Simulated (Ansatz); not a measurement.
Fe2Co: single-point calculation (part 1 of 2)

System: Fe2Co (Fmmm, 6 atoms in the cell).
Method: DFT PBE, scalar-relativistic, plane waves, PAW, spin-polarised (Ansatz 0.2.0).

The structure was made by a generator, so it may or may not be a known phase. Figures and captions count atoms from 1; the log counts them from 0 in places.

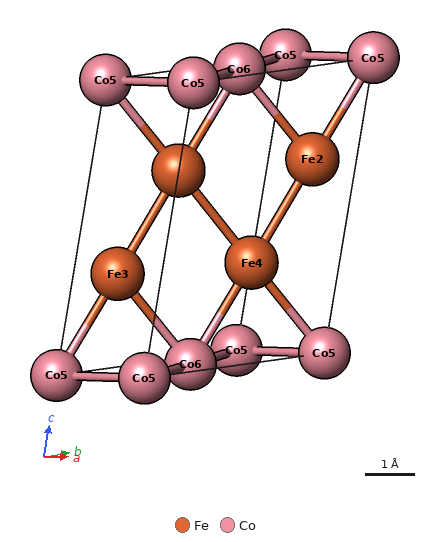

**Figure 1.** The structure (ball-and-stick view of the cell of the calculation, seen at an oblique angle; atoms are numbered from 1 in the order of the input). An atom can appear more than once, as a periodic image.

Input file
```yaml
crystal:
  lattice:
    - [-1.4192494974, -2.019980239, 0.0]
    - [-4.2577484923, 2.019980239, 0.0]
    - [-1.4192494974, 0.0, -6.0310432728]
  atoms:
    - { symbol: Fe, position: [0.3328934119, 0.3328934119, 0.6684263525], spin: 2.83 }
    - { symbol: Fe, position: [0.8328934119, 0.8328934119, 0.6684263525], spin: 2.83 }
    - { symbol: Fe, position: [0.1671065881, 0.1671065881, 0.3315736475], spin: 2.83 }
    - { symbol: Fe, position: [0.6671065881, 0.6671065881, 0.3315736475], spin: 2.83 }
    - { symbol: Co, position: [0.0, 0.0, 0.0], spin: 2.08 }
    - { symbol: Co, position: [0.5, 0.5, 0.0], spin: 2.08 }
basis:
  ecutwfc: 420
kpoints:
  mp_grid: { grid: [8, 6, 4] }
hamiltonian:
  xc: pbe
scf:
  occupations: { method: gaussian, width: 0.2 }
  lower_state_search: "off"
output:
  forces: true
  stress: true
  eigenvalues: true
  populations: true
magnetization:
  spin_polarized: true
```

Machine: 4 threads of Intel Xeon @ 2.50GHz (Skylake/Cascade Lake), 189 GiB of memory available, shared host.

Launch command:
```bash
ansatz run input.yaml --threads 4 --pin off --max-ram 8192MiB --backend cpu --events-out ev --progress --plain --runs-dir out
```

Output
```
Engine: ansatz 0.2.0, x86_64-unknown-linux-gnu
Pseudopotentials: kind: paw
Pseudopotential: Fe, paw, valence charge 16, recommended cutoff 420 eV (normal), Fe.paw.azcp
Pseudopotential: Co, paw, valence charge 17, recommended cutoff 420 eV (normal), Co.paw.azcp
Functional definition: PBE
  parameter kappa = 0.804
  parameter beta = 0.06672455060314922
  exchange = pbe_x(kappa = kappa, mu = beta*pi^2/3)
  correlation = pbe_c(beta = beta)
Crystal: 6 atoms, lattice volume = 69.161 Å³
Basis set: ecut = 420 eV, 1351 PW (Γ), exchange–correlation on 36×64×90 points (8 copies of the dense FFT grid, shifted against one another)
Bands: 69, of which v1, the nominal top of the filled ones, is band 49 counted from 1 (48 counted from 0)
Symmetry: 4 space group operations
Space group: Fmmm (ITA 69), of the structure as read, at distance tolerance 4.1e-5 Å
Magnetic group: BNS 69.521 (UNI 619), of the structure as read, at distance tolerance 4.1e-5 Å
k-points: 100 of 192
Non-local potential: Fe, projectors of the file, l = 0: 3, l = 1: 2, l = 2: 3, l = 3: 1
Non-local potential: Co, projectors of the file, l = 0: 3, l = 1: 2, l = 2: 3, l = 3: 1
PAW form: soft (Blöchl's): semilocal exchange-correlation on the pseudo side does not see the compensation charge
PAW one-centre angular grid: Fe, 590 points (default); XC on 64 Gauss nodes
PAW one-centre angular grid: Co, 590 points (default); XC on 64 Gauss nodes
Initial density: superposition of atomic densities (chi_scale 0.1, normalization cell)
Starting moments: Σ|m| = 15.48 μB on 6 of 6 sites
Initial wavefunctions: pseudopotential atomic-orbital guess
Functional: x = pbe(κ = 0.804, μ = 0.2195149727645171), c = pbe(β = 0.06672455060314922)
iter 1 solved again at ethr=1.78e-3 eV; its pass at ethr=3.10e-3 eV (dr2=1.75e0 eV) is discarded
SCF iter   1: F=—  HF=-28173.569288 eV  |F-HF|=—  |Δ(HF+E_count)|=         —  Δρ=5.21e-2 (↑2.68e-2 ↓5.21e-2)  dr2=1.75e0  dr2_m=4.90e-1  M=13.915 μB ∫|m|=14.046 μB  β_m=0.30  ethr=1.78e-3  ⟨swp⟩=1.5  Hψ=59010  notcnv=0
preconditioner: auto → Kerker (q_TF=auto, 2.891 Å⁻¹)  [metal: Δε(μ)=0.003 eV  Ē_g=8.669 eV  σ=0.200 eV  W_gap=0.01  n_scr=26 (ndim 8)  ℏωp=31.6 eV  f_vac=0.000  D(μ)=3.90/eV (n_scr^D=44)]
spin=Collinear: Kerker preconditioning applied to the charge; magnetization (m = ρ↑ − ρ↓) channel mixes plain (no charge-response kernel on spin).
SCF iter   2: F=—  HF=-28173.889874 eV  |F-HF|=—  |Δ(HF+E_count)|=   3.21e-1  Δρ=3.07e-2 (↑2.09e-2 ↓3.07e-2)  dr2=7.42e-1  dr2_m=1.89e-1  M=13.727 μB ∫|m|=13.973 μB  β_m=0.30  ethr=1.78e-3  ⟨swp⟩=2.0  Hψ=18775  notcnv=0
SCF iter   3: F=—  HF=-28174.121328 eV  |F-HF|=—  |Δ(HF+E_count)|=   2.31e-1  Δρ=3.79e-2 (↑8.92e-3 ↓3.79e-2)  dr2=1.14e0  dr2_m=2.57e-1  M=13.879 μB ∫|m|=14.237 μB  β_m=0.30  ethr=7.57e-4  ⟨swp⟩=2.0  Hψ=18027  notcnv=0  defer=964
SCF iter   4: F=—  HF=-28174.187558 eV  |F-HF|=—  |Δ(HF+E_count)|=   6.62e-2  Δρ=1.51e-2 (↑9.53e-3 ↓1.51e-2)  dr2=6.44e-2  dr2_m=8.80e-2  M=13.777 μB ∫|m|=14.226 μB  β_m=0.30  ethr=7.57e-4  ⟨swp⟩=1.4  Hψ=13780  notcnv=0  defer=963
SCF iter   5: F=—  HF=-28174.290399 eV  |F-HF|=—  |Δ(HF+E_count)|=   1.03e-1  Δρ=1.18e-2 (↑1.18e-2 ↓1.06e-2)  dr2=1.10e-1  dr2_m=5.15e-2  M=13.689 μB ∫|m|=14.210 μB  β_m=0.30  ethr=6.57e-5  ⟨swp⟩=2.0  Hψ=20515  notcnv=0  defer=893
SCF iter   6: F=—  HF=-28174.327233 eV  |F-HF|=—  |Δ(HF+E_count)|=   3.68e-2  Δρ=8.67e-3 (↑8.67e-3 ↓6.39e-3)  dr2=4.51e-3  dr2_m=3.50e-2  M=13.713 μB ∫|m|=14.294 μB  β_m=0.30  ethr=6.57e-5  ⟨swp⟩=1.3  Hψ=13566  notcnv=0  defer=939
SCF iter   7: F=—  HF=-28174.353585 eV  |F-HF|=—  |Δ(HF+E_count)|=   2.64e-2  Δρ=6.27e-3 (↑6.11e-3 ↓6.27e-3)  dr2=2.26e-3  dr2_m=2.38e-2  M=13.710 μB ∫|m|=14.340 μB  β_m=1.00  ethr=4.60e-6  ⟨swp⟩=2.1  Hψ=18599  notcnv=0  defer=958
SCF iter   8: F=—  HF=-28174.377963 eV  |F-HF|=—  |Δ(HF+E_count)|=   2.44e-2  Δρ=2.77e-3 (↑1.81e-3 ↓2.77e-3)  dr2=3.13e-3  dr2_m=2.75e-3  M=13.683 μB ∫|m|=14.435 μB  β_m=1.00  ethr=2.31e-6  ⟨swp⟩=2.5  Hψ=22999  notcnv=0  defer=959
SCF iter   9: F=—  HF=-28174.384998 eV  |F-HF|=—  |Δ(HF+E_count)|=   7.04e-3  Δρ=7.57e-4 (↑6.07e-4 ↓7.57e-4)  dr2=2.24e-4  dr2_m=2.45e-4  M=13.677 μB ∫|m|=14.463 μB  β_m=0.30  ethr=2.31e-6  ⟨swp⟩=2.0  Hψ=16764  notcnv=0  defer=1052
SCF iter  10: F=—  HF=-28174.390642 eV  |F-HF|=—  |Δ(HF+E_count)|=   5.64e-3  Δρ=8.00e-4 (↑7.91e-4 ↓8.00e-4)  dr2=5.34e-4  dr2_m=3.20e-4  M=13.684 μB ∫|m|=14.476 μB  β_m=1.00  ethr=2.28e-7  ⟨swp⟩=2.0  Hψ=21417  notcnv=0  defer=1088
SCF iter  11: F=—  HF=-28174.392970 eV  |F-HF|=—  |Δ(HF+E_count)|=   2.33e-3  Δρ=3.37e-4 (↑3.37e-4 ↓3.09e-4)  dr2=2.15e-5  dr2_m=5.54e-5  M=13.685 μB ∫|m|=14.486 μB  β_m=0.30  ethr=2.28e-7  ⟨swp⟩=2.0  Hψ=19194  notcnv=0  defer=1088
SCF iter  12: F=—  HF=-28174.394787 eV  |F-HF|=—  |Δ(HF+E_count)|=   1.82e-3  Δρ=4.07e-4 (↑3.10e-4 ↓4.07e-4)  dr2=7.76e-5  dr2_m=6.62e-5  M=13.688 μB ∫|m|=14.492 μB  β_m=0.30  ethr=2.19e-8  ⟨swp⟩=2.0  Hψ=22445  notcnv=0  defer=1177
SCF iter  13: F=—  HF=-28174.395712 eV  |F-HF|=—  |Δ(HF+E_count)|=   9.25e-4  Δρ=3.53e-4 (↑3.53e-4 ↓3.21e-4)  dr2=7.23e-6  dr2_m=6.92e-5  M=13.691 μB ∫|m|=14.498 μB  β_m=1.00  ethr=2.19e-8  ⟨swp⟩=2.0  Hψ=21864  notcnv=0  defer=1187
SCF iter  14: F=—  HF=-28174.396092 eV  |F-HF|=—  |Δ(HF+E_count)|=   3.80e-4  Δρ=2.36e-4 (↑2.09e-4 ↓2.36e-4)  dr2=1.10e-4  dr2_m=8.82e-6  M=13.693 μB ∫|m|=14.503 μB  β_m=0.30  ethr=7.38e-9  ⟨swp⟩=2.0  Hψ=22211  notcnv=0  defer=1188
SCF iter  15: F=—  HF=-28174.396397 eV  |F-HF|=—  |Δ(HF+E_count)|=   3.05e-4  Δρ=1.77e-4 (↑1.66e-4 ↓1.77e-4)  dr2=1.35e-6  dr2_m=1.84e-5  M=13.696 μB ∫|m|=14.506 μB  β_m=1.00  ethr=7.38e-9  ⟨swp⟩=2.0  Hψ=22100  notcnv=0  defer=1197
SCF iter  16: F=—  HF=-28174.396526 eV  |F-HF|=—  |Δ(HF+E_count)|=   1.29e-4  Δρ=1.65e-4 (↑8.61e-5 ↓1.65e-4)  dr2=1.89e-5  dr2_m=7.11e-6  M=13.698 μB ∫|m|=14.510 μB  β_m=0.30  ethr=1.38e-9  ⟨swp⟩=2.1  Hψ=22310  notcnv=0  defer=1197
Mixer restart at iter 16: flushing history
spin-set hold released at iteration 16 (settled: charge residual and site-moment steps within their bounds): the magnetisation degrees of freedom join the quasi-Newton model from the next iteration; the mixer history was flushed
SCF iter  17: F=—  HF=-28174.396629 eV  |F-HF|=—  |Δ(HF+E_count)|=   1.03e-4  Δρ=1.00e-4 (↑9.66e-5 ↓1.00e-4)  dr2=5.02e-6  dr2_m=4.21e-6  M=13.698 μB ∫|m|=14.511 μB  β_m=0.61  ethr=1.38e-9  ⟨swp⟩=2.0  Hψ=22275  notcnv=0  defer=1206
SCF iter  18: F=—  HF=-28174.396768 eV  |F-HF|=—  |Δ(HF+E_count)|=   1.39e-4  Δρ=8.68e-4 (↑3.13e-4 ↓8.68e-4)  dr2=9.00e-4  dr2_m=8.00e-5  M=13.705 μB ∫|m|=14.519 μB  β_m=0.29  ethr=1.38e-9  ⟨swp⟩=3.0  Hψ=26455  notcnv=0  defer=1226  recentre
SCF iter  19: F=—  HF=-28174.396728 eV  |F-HF|=—  |Δ(HF+E_count)|=   4.04e-5  Δρ=9.48e-5 (↑8.49e-5 ↓9.48e-5)  dr2=1.20e-6  dr2_m=4.81e-6  M=13.701 μB ∫|m|=14.516 μB  β_m=0.65  ethr=1.38e-9  ⟨swp⟩=2.9  Hψ=25587  notcnv=0  defer=1277
SCF iter  20: F=—  HF=-28174.396751 eV  |F-HF|=—  |Δ(HF+E_count)|=   2.30e-5  Δρ=4.76e-5 (↑1.25e-5 ↓4.76e-5)  dr2=2.34e-6  dr2_m=2.42e-7  M=13.703 μB ∫|m|=14.519 μB  β_m=0.82  ethr=1.23e-9  ⟨swp⟩=2.2  Hψ=22648  notcnv=0  defer=1331
SCF iter  21: F=—  HF=-28174.396751 eV  |F-HF|=—  |Δ(HF+E_count)|=   2.92e-9  Δρ=3.48e-5 (↑1.34e-5 ↓3.48e-5)  dr2=1.18e-6  dr2_m=1.19e-7  M=13.703 μB ∫|m|=14.519 μB  β_m=0.75  ethr=1.23e-9  ⟨swp⟩=2.0  Hψ=15813  notcnv=0  defer=1334
SCF iter  22: F=—  HF=-28174.396751 eV  |F-HF|=—  |Δ(HF+E_count)|=   7.04e-8  Δρ=1.81e-5 (↑3.65e-6 ↓1.81e-5)  dr2=3.37e-7  dr2_m=3.79e-8  M=13.703 μB ∫|m|=14.519 μB  β_m=0.87  ethr=1.21e-9  ⟨swp⟩=1.4  Hψ=12949  notcnv=0  defer=1334
iter 23 met the thresholds in force, and the SCF goes on: an eigenvalue changes by 1.08 meV, over its tolerance of 0.50 meV (output.eigenvalues, Limitations)
SCF iter  23: F=-28174.396751 eV  HF=-28174.396751 eV  |F-HF|=5.61e-8  |Δ(HF+E_count)|=   1.07e-8  Δρ=6.59e-6 (↑2.96e-6 ↓6.59e-6)  dr2=6.24e-8  dr2_m=3.05e-9  M=13.703 μB ∫|m|=14.519 μB  β_m=0.94  ethr=1.02e-10  ⟨swp⟩=7.3  Hψ=57695  notcnv=0
SCF iter  24: F=-28174.396751 eV  HF=-28174.396751 eV  |F-HF|=5.86e-9  |Δ(HF+E_count)|=   2.00e-9  Δρ=1.84e-6 (↑1.10e-6 ↓1.84e-6)  dr2=5.64e-9  dr2_m=1.51e-10  M=13.703 μB ∫|m|=14.519 μB  ethr=6.36e-11  ⟨swp⟩=1.0  Hψ=26813  notcnv=0
SCF 1 converged in 24 iterations: F = -28174.396751 eV  dr2 = 5.64e-9
  greatest PAW one-centre occupation: 1.002 electrons in one spin orbital (limit 2), on the Fe atom at site 3 (counted from 0), in its partial waves of l = 1
```

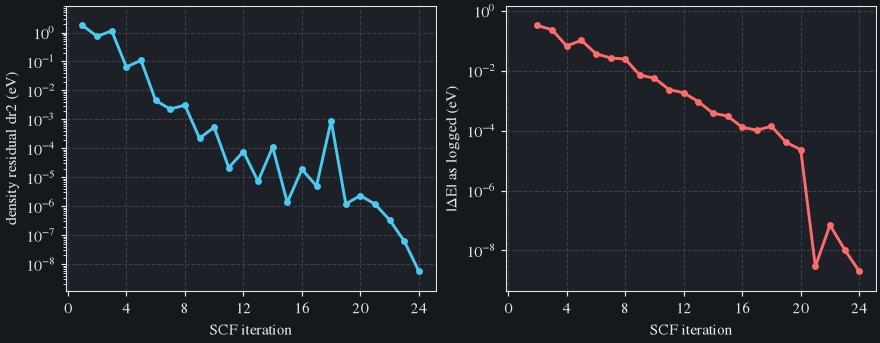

**Figure 2.** Convergence of the self-consistent field: density residual dr2 and size of the energy change against the SCF iteration. The residual falls unevenly and jumps up by a factor of two or more 5 times on the way down.

```
SCF converged after 24 iterations
an eigenvalue changed by more than its tolerance at an iteration that met the thresholds in force, so the SCF went on 1 time: the last check found none over its tolerance
Magnetization: 13.7031 μB (55.8516 up, 42.1484 down)
Absolute magnetization: 14.5206 μB (∫|ρ↑−ρ↓|, with the PAW one-centre terms)
Spin contamination: 0.2486 ħ² per cell (⟨S²⟩ above its minimum at these occupations)
Per-site moments (μB) at R_I (Å): [(2.5628076257302514, 1.0115261439694982), (2.562807625730252, 1.0115261439694982), (2.562807625730252, 1.0115261439694982), (2.562807625730251, 1.0115261439694982), (1.884586117362, 1.0115261439694982), (1.8845861173619995, 1.0115261439694982)]
Free energy (F): -28174.396751 eV
Harris-Foulkes:  -28174.396751 eV  (|F-HF|=5.86e-9)
Internal energy: -28174.321200 eV  (E = F + TS)
E sigma→0 (E₀):  -28174.358975 eV
Entropy (-TS):   -0.075551 eV (-12.592 meV/atom)
Fermi energy:    18.154859 eV
```
